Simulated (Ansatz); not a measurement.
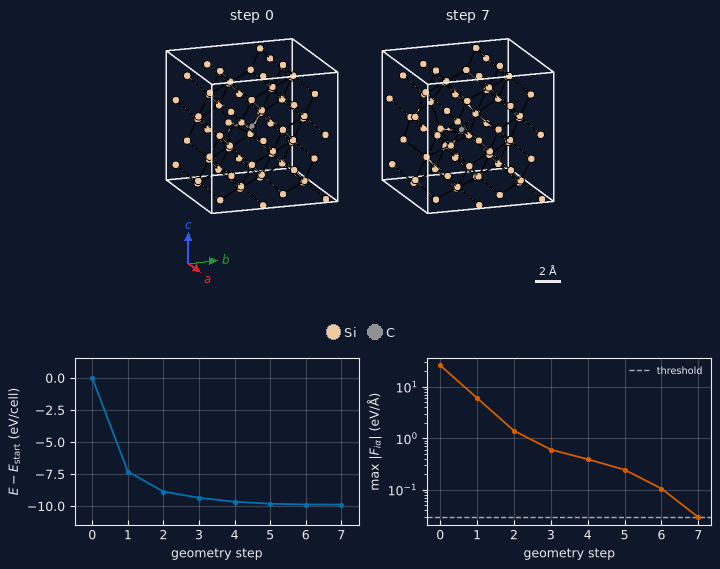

First and last geometry of a relaxation of a defect cell of composition Si64C, with the history of the run. A ball-and-stick model of the cell of the calculation (origin shifted), seen slightly off an axis.

Theory: DFT, PBEsol, PAW, plane waves in Ansatz 0.2.0. Set-up: plane-wave cutoff 420 eV; k-point mesh 1 × 1 × 1; mesh shifted by (0.25, 0.25, 0.25); no spin polarisation; atoms relaxed in a fixed cell; force threshold 0.03 eV/Å; at most 80 steps.

**Did the run converge, and what did it change?**

It converged. The largest move is that of the C atom, 0.70 Å along [−1 −1 −1]. Largest moves by element: C 0.70 Å, Si 0.67 Å. The cell doesn't change. Near-neighbour distances that change, for instance: Si–Si 3.446 → 2.704 Å, Si–Si 1.603 → 2.325 Å, C–Si 2.560 → 1.962 Å, C–Si 1.648 → 1.946 Å. Among the angles between lasting bonds that change: Si–Si–Si 89.8° → 65.3°, Si–Si–Si 88.2° → 65.1°, Si–Si–C 85.1° → 102.4°. After 7 geometry steps the energy has fallen by 9.875 eV per cell of the calculation. The largest force component goes from 26 to 0.029 eV/Å. The run took 3.8 min on 7 threads of Arm Neoverse-V2, peak memory 1.8 GiB.

| step | E − E(0), meV/atom | largest force component, eV/Å |
| --- | --- | --- |
| 0 | 0.00 | 26.1455 |
| 1 | -112.34 | 6.0420 |
| 2 | -136.36 | 1.4026 |
| 3 | -143.82 | 0.6024 |
| 4 | -148.52 | 0.3911 |
| 5 | -150.92 | 0.2448 |
| 6 | -151.84 | 0.1052 |
| 7 | -151.93 | 0.0292 |
